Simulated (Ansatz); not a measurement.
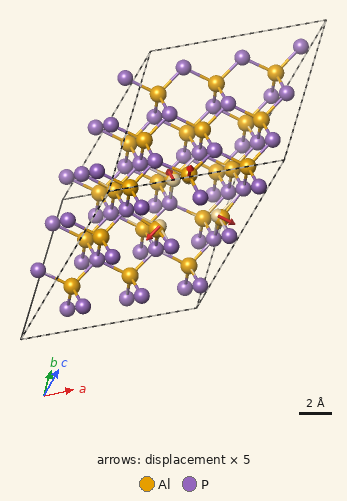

A relaxation of a defect cell of composition Al$_{27}$P$_{26}$ (cell charge +2). The starting structure is drawn faded, the final one solid; red arrows show the displacements, magnified 5 times.

The picture is a ball-and-stick view of the cell of the calculation (origin shifted), seen from a free direction.

Method: DFT, PBE, plane-wave PAW, default files, scalar-relativistic in Ansatz. Set-up: plane-wave cutoff 420 eV; k-point mesh 2 × 2 × 2; occupations fermi dirac; smearing width 0.01 eV; collinear spin; atoms relaxed in a fixed cell; force threshold 0.03 eV/Å; at most 40 steps.

Q: Which element moves most?

A: Aluminium: up to 0.25 Å, against 0.04 Å for phosphorus.

Q: What did the optimiser do to the structure, and how much energy did it gain?

A: The largest moves, 0.25 Å, are those of Al atoms. By element the largest moves are Al 0.25 Å, P 0.04 Å. The cell stays as it was. Near-neighbour distances that change, for instance: Al–P 2.360 → 2.317 Å, Al–P 2.360 → 2.385 Å, Al–P 2.360 → 2.340 Å. Among the angles between lasting bonds that change: Al–P–Al 109.5° → 101.8°, P–Al–P 109.5° → 115.2°, Al–P–Al 109.5° → 112.2°. The energy falls by 0.407 eV per cell of the calculation in 6 geometry steps. The largest force component goes from 0.36 to 0.0046 eV/Å. The program noted that the starting moments weren't kept. The run may lie on a higher electronic state than the lowest, so the end point isn't shown to be the ground-state structure. The run took 2.8 min on 4 threads of Intel(R) Xeon(R) Platinum 8559C (Emerald Rapids), with other jobs on the host, peak memory 4.8 GiB.

Limits of the set-up: the cell is charged, on a uniform background, and energies carry no finite-size correction.
